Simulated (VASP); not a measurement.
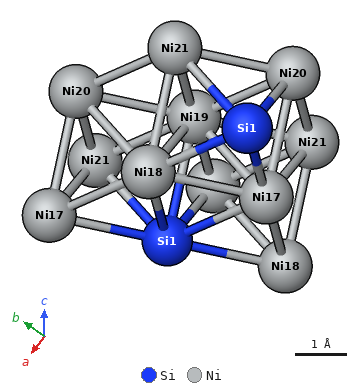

A slab of composition SiNi20, before the relaxation. The picture is a ball-and-stick view of the atoms within 4.2 Å of the atom that moves most (axes of the 2 × 2 repeat of the cell, outlined in the plane, without the vacuum), seen from a free direction.

The run lets the atoms move in a fixed cell. 6 atoms are held fixed.

All numbers below come from Kohn-Sham DFT of a periodic cell, PBE, VASP PAW PBE potentials, recommended in VASP.

Input
```
SYSTEM = SiNi20
PREC = Accurate
ENCUT = 520
EDIFF = 1E-6
ISMEAR = 1
SIGMA = 0.1
LREAL = .FALSE.
LASPH = .TRUE.
NELM = 100
ALGO = Normal
ISIF = 2
LWAVE = .FALSE.
LCHARG = .FALSE.
ISPIN = 2
MAGMOM = 0 1 1 1 1 1 1 1 1 1 1 1 1 1 1 1 1 1 1 1 1
LORBIT = 11
LMAXMIX = 4
GGA = PE
IBRION = 2
NSW = 40
EDIFFG = -0.02
KPAR = 8
```

Run as
```bash
cat potpaw_PBE.64/Si/POTCAR potpaw_PBE.64/Ni/POTCAR > POTCAR
mpirun -np 8 vasp_std > vasp.out
```

The structure:
```
Si Ni
1.0
     3.73777    2.15800    0.00000
    -3.73777    2.15800    0.00000
     0.00000    0.00000   25.20749
Si Ni
1 20
Direct
  0.33333 0.00000 0.66143
  0.00000 0.00000 0.25786
  0.33333 0.66667 0.25786
  0.66667 0.33333 0.25786
  0.33333 0.33333 0.33857
  0.66667 0.00000 0.33857
  0.00000 0.66667 0.33857
  0.33333 0.00000 0.41929
  0.66667 0.66667 0.41929
  0.00000 0.33333 0.41929
  0.00000 0.00000 0.50000
  0.33333 0.66667 0.50000
  0.66667 0.33333 0.50000
  0.33333 0.33333 0.58071
  0.66667 0.00000 0.58071
  0.00000 0.66667 0.58071
  0.66667 0.66667 0.66143
  0.00000 0.33333 0.66143
  0.00000 0.00000 0.74214
  0.33333 0.66667 0.74214
  0.66667 0.33333 0.74214
```

Question: Predict the outcome.

Answer: The largest moves, 0.100 Å, are those of Ni19, Ni20 and Ni21. Ni19 goes at 9° to the normal (−c side). Largest moves by element: Ni 0.100 Å, Si 0.035 Å. The cell stays as it was. Near-neighbour distances that change, for instance: Si1–Ni19 2.492 → 2.431 Å, Ni17–Ni19 2.492 → 2.453 Å, Ni19–Ni20 2.492 → 2.464 Å, Ni19–Ni20 (another image) 2.492 → 2.506 Å. The energy falls by 40.9 meV per cell of the calculation in 17 geometry steps. Largest force component: 0.29 eV/Å at the start, 0.19 eV/Å at the end.

History of the run:

```json
{"step": "0", "E − E(0), meV/atom": "0.00", "largest force component, eV/Å": "0.2875"}
{"step": "1", "E − E(0), meV/atom": "-0.95", "largest force component, eV/Å": "0.1917"}
{"step": "2", "E − E(0), meV/atom": "-1.38", "largest force component, eV/Å": "0.1883"}
{"step": "3", "E − E(0), meV/atom": "-1.39", "largest force component, eV/Å": "0.1882"}
{"step": "4", "E − E(0), meV/atom": "-1.56", "largest force component, eV/Å": "0.1883"}
{"step": "5", "E − E(0), meV/atom": "-1.61", "largest force component, eV/Å": "0.1883"}
{"step": "6", "E − E(0), meV/atom": "-1.68", "largest force component, eV/Å": "0.1891"}
{"step": "7", "E − E(0), meV/atom": "-1.71", "largest force component, eV/Å": "0.1911"}
{"step": "8", "E − E(0), meV/atom": "-1.72", "largest force component, eV/Å": "0.1901"}
{"step": "9", "E − E(0), meV/atom": "-1.76", "largest force component, eV/Å": "0.1911"}
{"step": "10", "E − E(0), meV/atom": "-1.76", "largest force component, eV/Å": "0.1921"}
{"step": "11", "E − E(0), meV/atom": "-1.79", "largest force component, eV/Å": "0.1917"}
{"step": "12", "E − E(0), meV/atom": "-1.85", "largest force component, eV/Å": "0.1903"}
{"step": "13", "E − E(0), meV/atom": "-1.88", "largest force component, eV/Å": "0.1902"}
{"step": "14", "E − E(0), meV/atom": "-1.93", "largest force component, eV/Å": "0.1882"}
{"step": "15", "E − E(0), meV/atom": "-1.92", "largest force component, eV/Å": "0.2123"}
{"step": "16", "E − E(0), meV/atom": "-1.94", "largest force component, eV/Å": "0.1863"}
{"step": "17", "E − E(0), meV/atom": "-1.95", "largest force component, eV/Å": "0.1863"}
```

After the run, drawn alike:

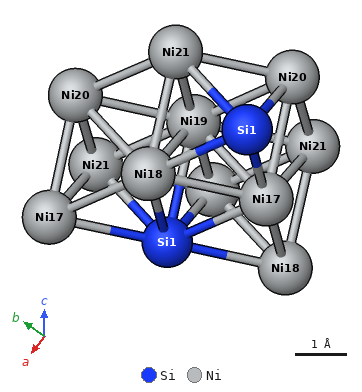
